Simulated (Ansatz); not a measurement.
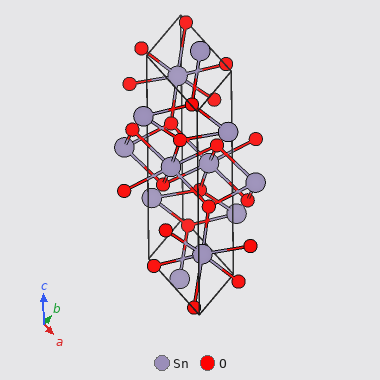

The system is SnO₂ (I4/m, No. 87; 12 atoms in the cell); the picture shows the reference structure. The energy is mapped over the lattice constants a and c of the conventional cell. First axis: lattice constant a (and b). Second axis: lattice constant c. Nothing is relaxed (fractional coordinates fixed). The scan uses a 5 × 5 grid. Energies: meV/atom, counted from the lowest grid point. The calculation used Ansatz 0.2.0, DFT PBE, scalar-relativistic, plane waves, PAW. Settings: cutoff 520 eV, k-mesh 10×10×10, gaussian smearing 0.05 eV, no spin polarisation.

Its coordinates:

```xyz
12
Lattice="-5.4034 5.4034 1.6141 5.4034 -5.4034 1.6141 5.4034 5.4034 -1.6141" Properties=species:S:1:pos:R:3 pbc="T T T"
Sn    1.7942    3.7759    0.0000
Sn   -1.6275    3.6092    1.6141
Sn    7.0309    1.7942    0.0000
Sn    3.6092    1.6275    1.6141
O     4.9574    1.7344    0.0000
O     1.7344    5.8494    0.0000
O     3.6690   -0.4460    1.6141
O     0.4460    3.6690    1.6141
O     3.1363    3.7146    1.6141
O     3.7146   -3.1363    1.6141
O     2.2671    1.6888    0.0000
O     1.6888    8.5397    0.0000
```

Range: lattice constant a (and b) from 10.050 to 11.563 Å; lattice constant c from 2.841 to 3.616 Å.

**What will the energy surface look like?**

The lowest grid point is at lattice constant a (and b) = 10.807 Å, lattice constant c = 3.228 Å. No other kind of well shows on this grid. The highest grid point, lattice constant a (and b) = 10.050 Å, lattice constant c = 2.841 Å, lies 730 meV/atom above the lowest. Round the minimum the valley is somewhat tilted: raising lattice constant a (and b) shifts the best value of lattice constant c downwards (coupling k₁₂/√(k₁₁k₂₂) about 0.5).

```csv
"lattice constant c ↓, lattice constant a (and b) →",10.050,10.429,10.807,11.185,11.563
3.616,157,120,154,238,356
3.422,117,42,45,106,206
3.228,162,36,0,30,107
3.034,342,151,63,51,97
2.841,730,454,295,228,229
```

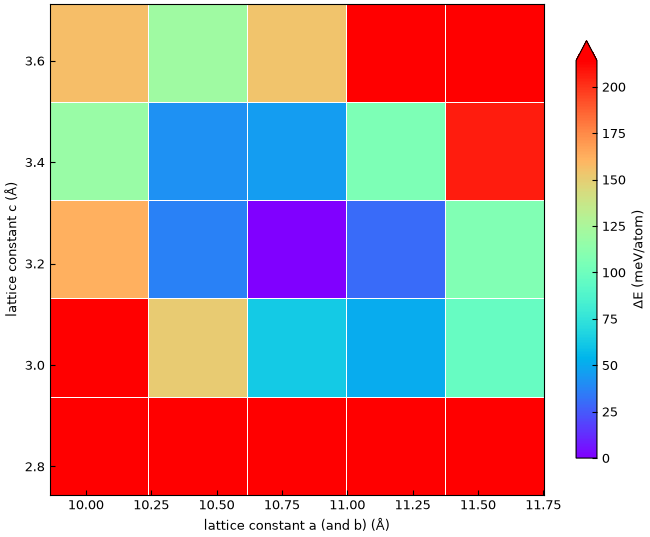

Drawn: one coloured cell a grid point, one colour for all values above the top of the scale.

The whole map (25 points run) took 15 min on 4 threads of Arm Neoverse V2, with other jobs on the host.

PAW datasets: the set soft_1.
